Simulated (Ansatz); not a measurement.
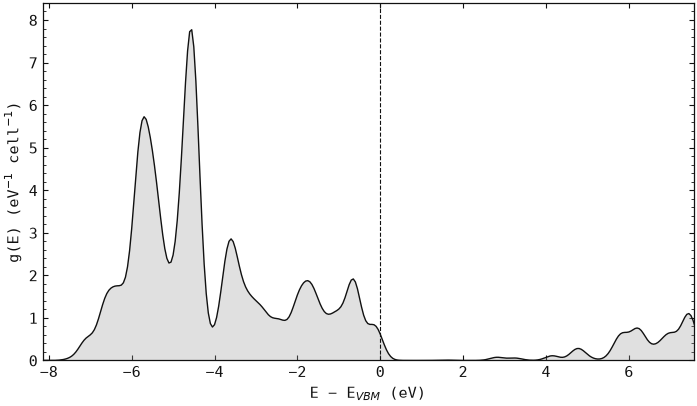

Write a caption that states what the plot shows.

Density of states of ZnO, space group Fm-3m (No. 225), 2 atoms in the cell, rocksalt type. Level of theory: DFT, r2SCAN, plane waves, PAW, no spin polarisation, 8×8×8 k mesh, 500 eV cutoff; code Ansatz. Energies are counted from the top of the valence band. The curve is built from the levels of the k mesh with Gaussians 0.4 eV wide, which also blur the band edges.

There is a gap; over the k points computed it is 1.57 eV (indirect; the smallest direct gap is 3.01 eV). The upper group of valence states starts about 7.5 eV under the valence-band top, with a gap beneath it; it holds about 16 electrons a cell. Within the window shown, the tallest peak of the filled states lies 4.5 eV under the valence-band top, at about 7.8 states per eV and cell.
